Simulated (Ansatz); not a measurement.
Geometry relaxation of Ga$_{2}$O$_{3}$ (part 2 of 3)

Ga$_{2}$O$_{3}$ (P1, 40 atoms in the cell); DFT PBE, scalar-relativistic, plane waves, PAW, no spin polarisation (Ansatz 0.2.0); cutoff 420 eV, 2×2×2 k-mesh, Gaussian smearing of 0.02 eV. The structure derives from a Materials Project entry. It belongs to a series of runs on one base structure; here: the perfect supercell shaken and relaxed.

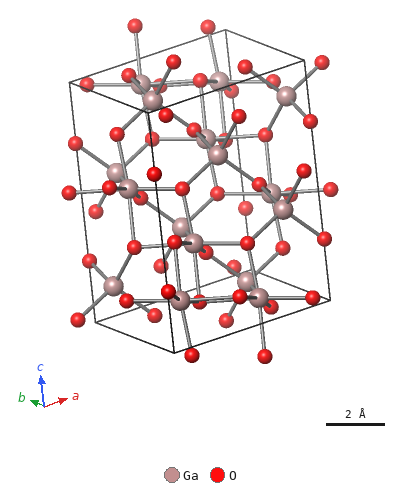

*The geometry at step 5 of the log (ball-and-stick view of the cell of the calculation, seen slightly off an axis; bonded neighbours outside the cell are drawn too).*

**Output, continued**
```
--- Forces (eV/Å), atoms counted from 1 ---
  atom   1  Ga     0.00183514     0.00087757     0.00088561
  atom   2  Ga     0.00153402    -0.00026365     0.00007977
  atom   3  Ga     0.00271480    -0.00004334     0.00164916
  atom   4  Ga     0.00217630    -0.00017679     0.00060404
  atom   5  Ga    -0.00138727     0.00016910    -0.00064457
  atom   6  Ga    -0.00160036     0.00058944    -0.00065418
  atom   7  Ga    -0.00306869     0.00023849    -0.00020717
  atom   8  Ga    -0.00189206     0.00017752    -0.00153586
  atom   9  Ga     0.00006437     0.00033998    -0.00076914
  atom  10  Ga    -0.00053811    -0.00020343    -0.00173072
  atom  11  Ga    -0.00040745     0.00036617    -0.00135611
  atom  12  Ga    -0.00018710    -0.00002938    -0.00193620
  atom  13  Ga     0.00062279    -0.00017412     0.00117220
  atom  14  Ga    -0.00004208    -0.00010914     0.00152243
  atom  15  Ga    -0.00015108     0.00016721     0.00103103
  atom  16  Ga    -0.00008628     0.00002469     0.00191829
  atom  17  O     -0.00067535     0.00027161    -0.00152092
  atom  18  O     -0.00107607    -0.00048135    -0.00170067
  atom  19  O     -0.00159910    -0.00005203    -0.00186030
  atom  20  O      0.00008365     0.00014683    -0.00085342
  atom  21  O      0.00086777    -0.00041932     0.00028768
  atom  22  O      0.00111156     0.00058386     0.00117646
  atom  23  O      0.00089186    -0.00046660     0.00159001
  atom  24  O      0.00176412    -0.00033268     0.00309476
  atom  25  O      0.00066983    -0.00065642    -0.00043431
  atom  26  O      0.00065420     0.00076499     0.00016532
  atom  27  O      0.00063842     0.00001229     0.00039948
  atom  28  O      0.00013591     0.00053255    -0.00024453
  atom  29  O     -0.00001152    -0.00034953     0.00017201
  atom  30  O     -0.00077243     0.00005440    -0.00006146
  atom  31  O     -0.00187966    -0.00138163    -0.00011881
  atom  32  O     -0.00087338    -0.00009831    -0.00023223
  atom  33  O      0.00145535    -0.00040966     0.00052474
  atom  34  O      0.00062801     0.00014109     0.00087752
  atom  35  O      0.00191378    -0.00048299     0.00108999
  atom  36  O      0.00158826     0.00005378     0.00060481
  atom  37  O     -0.00113979     0.00058273    -0.00076444
  atom  38  O     -0.00203815     0.00039242    -0.00085712
  atom  39  O     -0.00150391    -0.00036581    -0.00070290
  atom  40  O     -0.00040810     0.00000763    -0.00063997
  max |Σ_I F_I| component: 2.03e-5 eV/Å
--- Band table (eV) ---
  k-point 0: bands = ["-10.9400", "-10.4713", "-10.2643", "-10.2392", "-10.1867", "-10.1122", "-10.0292", "-10.0171", "-10.0127", "-9.8543", "-9.7988", "-9.7804", "-9.7130", "-9.6801", "-9.6601", "-9.6101", "-9.5723", "-9.5217", "-9.4567", "-9.4524", "-9.4358", "-9.4268", "-9.3969", "-9.3697", "-5.4182", "-5.3891", "-5.3887", "-5.3821", "-5.3665", "-5.3317", "-5.3252", "-5.3213", "-5.3119", "-5.3085", "-5.3039", "-5.2953", "-5.2776", "-5.2759", "-5.2671", "-5.2668",
      "-5.2666", "-5.2521", "-5.2475", "-5.2464", "-5.2262", "-5.2252", "-5.2155", "-5.2098", "-5.2039", "-5.1952", "-5.1941", "-5.1878", "-5.1841", "-5.1833", "-5.1744", "-5.1681", "-5.1666", "-5.1585", "-5.1523", "-5.1355", "-5.1291", "-5.1213", "-5.1165", "-5.1152", "-5.1125", "-5.0980", "-5.0893", "-5.0723", "-5.0590", "-5.0527", "-5.0495", "-5.0488", "-5.0289", "-5.0272", "-5.0231", "-5.0179", "-5.0060", "-5.0056", "-5.0035", "-5.0012",
      "-4.9994", "-4.9841", "-4.9761", "-4.9747", "-4.9699", "-4.9559", "-4.9549", "-4.9441", "-4.9404", "-4.9052", "-4.8579", "-4.8566", "-4.8162", "-4.7993", "-4.6746", "-4.5624", "-4.5536", "-4.4848", "-4.4028", "-4.3926", "-4.3543", "-4.2962", "-4.2669", "-4.2598", "0.7705", "1.0172", "1.1516", "1.4461", "1.5294", "1.7184", "1.8094", "1.8257", "2.2133", "2.3960", "2.4849", "2.6170", "2.6675", "2.7042", "2.7595", "3.0020",
      "3.1728", "3.4980", "3.6939", "3.7715", "3.8320", "3.8947", "3.9479", "3.9698", "4.1236", "4.3108", "4.3235", "4.4703", "4.5145", "4.5458", "4.6261", "4.6886", "4.9003", "4.9228", "5.0127", "5.0656", "5.0984", "5.2838", "5.3461", "5.4069", "5.4279", "5.5807", "5.6239", "5.7158", "5.8311", "5.8469", "5.8870", "6.0253", "6.1331", "6.1531", "6.1753", "6.3537", "6.3968", "6.4403", "6.4551", "6.4570",
      "6.6028", "6.6489", "6.7131", "6.7875", "6.7885", "6.8075", "6.9402", "6.9455", "6.9532", "7.0017", "7.0123", "7.0700", "7.2638", "7.4096", "7.4726", "7.5175", "10.4769", "12.9517", "13.0523", "13.1957", "13.3282", "13.3568", "13.5263", "13.6151", "13.6923", "13.9977", "14.0567", "14.1761", "14.5044", "14.5170", "14.5823", "15.2284", "15.3888", "15.4208", "15.4653", "15.8176", "16.0027", "16.2476", "16.2933", "16.4050",
      "16.6401", "16.8137", "16.9994", "17.0999", "17.5031", "17.5901", "17.6199", "17.6987", "17.9335", "18.1788", "18.2810", "18.3800", "18.5747", "18.7569", "18.7917", "19.0339"]
  k-point 1: bands = ["-10.8489", "-10.6456", "-10.3245", "-10.3015", "-10.1632", "-10.0136", "-9.9900", "-9.9216", "-9.9172", "-9.8993", "-9.8743", "-9.7366", "-9.6973", "-9.6812", "-9.6765", "-9.6133", "-9.5765", "-9.5198", "-9.5013", "-9.4486", "-9.4320", "-9.4213", "-9.4104", "-9.3858", "-5.4293", "-5.3931", "-5.3810", "-5.3694", "-5.3603", "-5.3329", "-5.3312", "-5.3304", "-5.3120", "-5.3052", "-5.3029", "-5.2830", "-5.2793", "-5.2730", "-5.2685", "-5.2649",
      "-5.2616", "-5.2574", "-5.2566", "-5.2561", "-5.2383", "-5.2271", "-5.2139", "-5.2110", "-5.2089", "-5.1954", "-5.1886", "-5.1877", "-5.1862", "-5.1809", "-5.1710", "-5.1693", "-5.1528", "-5.1474", "-5.1458", "-5.1434", "-5.1376", "-5.1328", "-5.1233", "-5.1211", "-5.1183", "-5.0990", "-5.0785", "-5.0614", "-5.0559", "-5.0555", "-5.0538", "-5.0506", "-5.0374", "-5.0336", "-5.0150", "-5.0149", "-5.0070", "-5.0057", "-5.0048", "-5.0006",
      "-4.9987", "-4.9910", "-4.9891", "-4.9706", "-4.9687", "-4.9608", "-4.9575", "-4.9468", "-4.8973", "-4.8862", "-4.8668", "-4.8192", "-4.7622", "-4.7197", "-4.6905", "-4.6700", "-4.5840", "-4.5421", "-4.4177", "-4.4091", "-4.3296", "-4.2799", "-4.2672", "-4.2568", "0.9831", "1.1834", "1.3494", "1.4253", "1.5698", "1.5807", "1.6572", "1.7885", "1.9565", "1.9611", "2.1222", "2.6966", "2.7664", "2.7848", "2.9060", "3.3729",
      "3.3975", "3.6288", "3.6403", "3.7572", "3.8680", "3.8711", "3.9342", "3.9988", "4.1855", "4.2135", "4.2672", "4.2917", "4.3152", "4.4652", "4.6352", "4.6738", "4.8258", "4.9003", "4.9563", "5.0992", "5.4578", "5.4854", "5.4860", "5.5119", "5.5145", "5.5367", "5.6159", "5.6811", "5.6947", "5.7792", "5.8319", "5.9853", "6.0605", "6.1728", "6.2267", "6.2596", "6.3099", "6.5490", "6.5630", "6.5896",
      "6.6062", "6.6127", "6.6640", "6.6948", "6.7872", "6.8000", "6.8227", "6.8635", "6.9723", "7.0917", "7.1220", "7.1460", "7.2345", "7.2751", "7.3944", "7.4689", "11.0450", "12.1693", "12.7177", "13.1106", "13.2046", "13.2944", "13.6557", "13.6953", "13.7690", "13.9910", "14.1120", "14.4346", "14.4479", "14.7257", "14.8616", "14.8957", "15.0394", "15.6353", "15.9290", "16.0490", "16.1360", "16.2981", "16.3038", "16.4953",
      "16.6936", "16.7562", "17.2283", "17.2526", "17.3579", "17.4176", "17.4996", "17.6999", "18.1825", "18.1835", "18.2008", "18.3741", "18.4595", "18.6194", "18.6330", "18.6493"]
  k-point 2: bands = ["-10.8270", "-10.5450", "-10.4188", "-10.3557", "-10.2267", "-10.0244", "-10.0082", "-9.9096", "-9.9091", "-9.8659", "-9.8116", "-9.7762", "-9.7429", "-9.6615", "-9.6416", "-9.6101", "-9.5371", "-9.5008", "-9.4936", "-9.4866", "-9.4558", "-9.4202", "-9.3947", "-9.3767", "-5.4030", "-5.4029", "-5.3947", "-5.3804", "-5.3754", "-5.3476", "-5.3393", "-5.3185", "-5.3069", "-5.2999", "-5.2953", "-5.2933", "-5.2931", "-5.2816", "-5.2815", "-5.2788",
      "-5.2627", "-5.2616", "-5.2576", "-5.2561", "-5.2478", "-5.2200", "-5.2101", "-5.2017", "-5.2008", "-5.1967", "-5.1960", "-5.1956", "-5.1891", "-5.1772", "-5.1685", "-5.1638", "-5.1585", "-5.1481", "-5.1421", "-5.1311", "-5.1277", "-5.1265", "-5.1178", "-5.1137", "-5.1131", "-5.1059", "-5.1055", "-5.0870", "-5.0797", "-5.0603", "-5.0564", "-5.0421", "-5.0355", "-5.0346", "-5.0286", "-5.0252", "-5.0170", "-5.0058", "-5.0014", "-4.9996",
      "-4.9947", "-4.9942", "-4.9922", "-4.9666", "-4.9641", "-4.9595", "-4.9555", "-4.9226", "-4.9093", "-4.8504", "-4.8366", "-4.7357", "-4.7183", "-4.6245", "-4.6039", "-4.5968", "-4.5825", "-4.5735", "-4.4493", "-4.4333", "-4.4326", "-4.3859", "-4.3299", "-4.2344", "1.1134", "1.1490", "1.2650", "1.5220", "1.5363", "1.5826", "1.6482", "1.7071", "1.8654", "2.0482", "2.1339", "2.6426", "2.7762", "2.7980", "3.0943", "3.1813",
      "3.2125", "3.3385", "3.4867", "3.6489", "3.7683", "3.9783", "4.0261", "4.1368", "4.2818", "4.2822", "4.3173", "4.4416", "4.5402", "4.7349", "4.7507", "4.8484", "4.9399", "4.9521", "4.9730", "5.1276", "5.1968", "5.2499", "5.2556", "5.3072", "5.3778", "5.4184", "5.4535", "5.7271", "5.7615", "5.8578", "6.0318", "6.0885", "6.1676", "6.2718", "6.2834", "6.3109", "6.3964", "6.4362", "6.4801", "6.5315",
      "6.5463", "6.6004", "6.7150", "6.7159", "6.7675", "6.8192", "6.8577", "6.8732", "6.9941", "7.0381", "7.0583", "7.0917", "7.0962", "7.3942", "7.4411", "7.4805", "11.3718", "12.2391", "12.7474", "12.7652", "12.8445", "13.5311", "13.6097", "13.7646", "13.9652", "14.0395", "14.1402", "14.3663", "14.3684", "14.8498", "14.9325", "15.0018", "15.2817", "15.5321", "15.5544", "15.5684", "16.0809", "16.1102", "16.2709", "16.4960",
      "16.5460", "16.8786", "16.9955", "17.0861", "17.2846", "17.4093", "17.4323", "17.4792", "17.8996", "17.9372", "18.1981", "18.2143", "18.3822", "18.6527", "18.8803", "18.8849"]
  k-point 3: bands = ["-10.7923", "-10.6480", "-10.3977", "-10.3483", "-10.1201", "-10.0256", "-9.9794", "-9.9734", "-9.9092", "-9.8600", "-9.8115", "-9.7565", "-9.7377", "-9.7031", "-9.6982", "-9.6318", "-9.5511", "-9.4880", "-9.4658", "-9.4626", "-9.4585", "-9.4177", "-9.4105", "-9.3527", "-5.4088", "-5.3930", "-5.3799", "-5.3775", "-5.3754", "-5.3592", "-5.3340", "-5.3265", "-5.3168", "-5.3041", "-5.2983", "-5.2899", "-5.2895", "-5.2883", "-5.2802", "-5.2726",
      "-5.2711", "-5.2664", "-5.2649", "-5.2577", "-5.2534", "-5.2176", "-5.2152", "-5.2122", "-5.2000", "-5.1987", "-5.1912", "-5.1855", "-5.1806", "-5.1683", "-5.1669", "-5.1633", "-5.1536", "-5.1459", "-5.1417", "-5.1391", "-5.1359", "-5.1332", "-5.1297", "-5.1104", "-5.1072", "-5.1046", "-5.0914", "-5.0875", "-5.0658", "-5.0554", "-5.0461", "-5.0448", "-5.0437", "-5.0385", "-5.0367", "-5.0191", "-5.0186", "-5.0048", "-5.0019", "-4.9958",
      "-4.9925", "-4.9845", "-4.9825", "-4.9802", "-4.9678", "-4.9605", "-4.9550", "-4.9252", "-4.8662", "-4.8651", "-4.7939", "-4.7592", "-4.7039", "-4.6905", "-4.6689", "-4.6298", "-4.5735", "-4.5244", "-4.4863", "-4.4279", "-4.4009", "-4.3606", "-4.3157", "-4.2324", "0.9441", "1.1932", "1.3005", "1.3826", "1.6836", "1.7099", "1.8444", "1.8615", "1.8754", "1.9349", "2.2102", "2.2539", "2.6545", "2.8047", "3.0720", "3.0824",
      "3.2189", "3.2837", "3.4821", "3.7619", "3.9029", "3.9984", "4.1413", "4.1777", "4.2670", "4.3039", "4.3807", "4.3969", "4.5335", "4.6499", "4.7160", "4.7298", "4.8693", "4.9590", "4.9708", "5.0734", "5.2135", "5.3224", "5.4322", "5.4543", "5.4654", "5.5664", "5.5925", "5.6172", "5.6559", "5.7585", "5.8557", "6.0435", "6.0708", "6.0884", "6.2873", "6.3336", "6.4087", "6.4149", "6.4968", "6.5018",
      "6.5980", "6.6464", "6.6821", "6.7510", "6.7812", "6.8837", "6.8920", "6.9677", "6.9919", "7.0117", "7.0118", "7.0474", "7.1172", "7.4361", "7.4436", "7.4980", "11.2917", "12.3184", "12.8037", "12.8682", "12.9956", "13.3321", "13.5019", "13.6958", "13.8298", "13.9832", "14.0599", "14.2908", "14.7371", "14.8048", "14.8230", "14.9443", "15.0532", "15.5169", "15.7955", "15.8357", "16.2144", "16.2593", "16.2648", "16.5097",
      "16.6673", "16.8467", "16.8731", "16.9413", "17.2506", "17.2640", "17.3487", "17.4333", "17.9384", "18.0188", "18.0859", "18.3592", "18.4079", "18.6999", "18.8255", "18.8841"]
```
